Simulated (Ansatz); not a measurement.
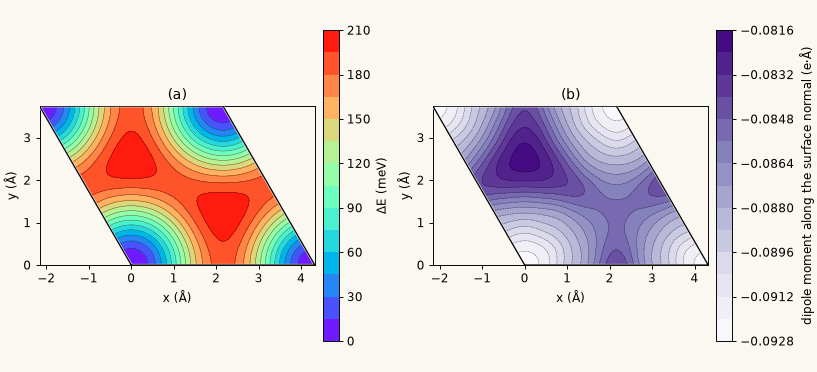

H on an InAs(111) slab cut from the F-43m phase, its upper half relaxed before the scan (4 atoms of substrate and one adsorbate in a 1 × 1 cell). H is moved over the surface cell at a fixed height above a rigid substrate; the origin of the map has the adsorbate above In4; the height is held at 3.30 Å. Places are given modulo a cell vector. The map is drawn in real space over the plane of the surface. Grid: 9 × 9 points; 19 points were computed and 62 follow by symmetry. Energies: meV, counted from the lowest grid point. The runs have no spin polarisation, so an open-shell adsorbate far from the surface lies too high. With one adsorbate in each 1 × 1 cell, its nearest image is 4.3 Å away, so neighbouring adsorbates interact. At a fixed height the lowest place need not be the adsorption site. Level of theory: DFT PBE+D3(BJ), scalar-relativistic, plane waves, PAW (Ansatz). Settings: cutoff 420 eV, k-mesh 6×6×1, gaussian smearing 0.1 eV, no spin polarisation.

Panel (a) is the energy; panel (b) is the computed dipole moment along the surface normal, in e·Å.

The picture shows filled contours, the outline of one cell of the plane. Between grid points the surface is interpolated.

Question: How does the dipole moment along the surface normal vary over the map, and what is it at the lowest grid point?

Answer: It runs from −0.09 e·Å at the top site over a surface In atom, (0/9, 0/9) of the cell vectors to −0.08 e·Å at a threefold hollow, (3/9, 6/9) of the cell vectors. At the lowest grid point, the top site over a surface In atom, (0/9, 0/9) of the cell vectors, it is −0.09 e·Å.

PAW datasets: the set soft_1.
